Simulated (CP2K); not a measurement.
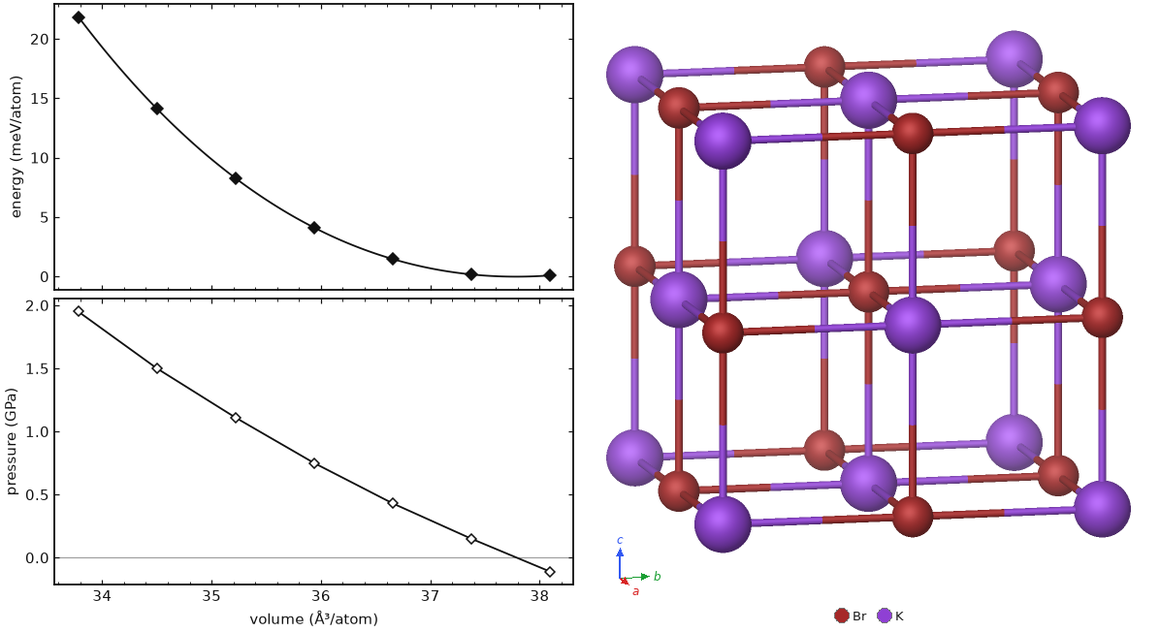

Computed with CP2K 2026.2: DFT in Gaussian orbitals with a plane-wave density, no spin polarisation; energies at scaled volumes of the given cell, shape and fractions fixed, counted from the fit's minimum, third-order Birch-Murnaghan fit. Level: PBE.

```json
{"setting": "k mesh", "value": "7×7×7"}
{"setting": "occupations", "value": "Fermi–Dirac"}
{"setting": "smearing width", "value": "0.05 eV"}
{"setting": "potentials", "value": "GTH PBE with UZH TZVP basis"}
{"setting": "density cutoff", "value": "6123 eV"}
{"setting": "program settings", "value": "ngrids 5, basis sets Br TZVP-MOLOPT-PBE-GTH-q7, basis sets K TZVP-MOLOPT-PBE-GTH-q9, cutoff ry 450 Ry, rel cutoff ry 60 Ry"}
```

Starting cell:
```
Br K
1.0
     4.66690    0.00000    0.00000
     2.33345    4.04166    0.00000
     2.33345    1.34722    3.81051
Br K
1 1
Direct
  0.50000 0.50000 0.50000
  0.00000 0.00000 0.00000
```

Caption: Energy and pressure against volume for KBr, space group Fm-3m (No. 225). The conventional cell is drawn beside the plot.

A third-order Birch–Murnaghan fit gives V0 = 37.78 Å³/atom, B0 = 13.3 GPa and B′ = 4.8. The energy falls from 21.82 meV/atom at volume 33.78 Å³/atom to 0.10 meV/atom at 38.09 Å³/atom. The pressure falls from 1.95 GPa at volume 33.78 Å³/atom to −0.11 GPa at 38.09 Å³/atom, and changes sign near 37.79 Å³/atom.
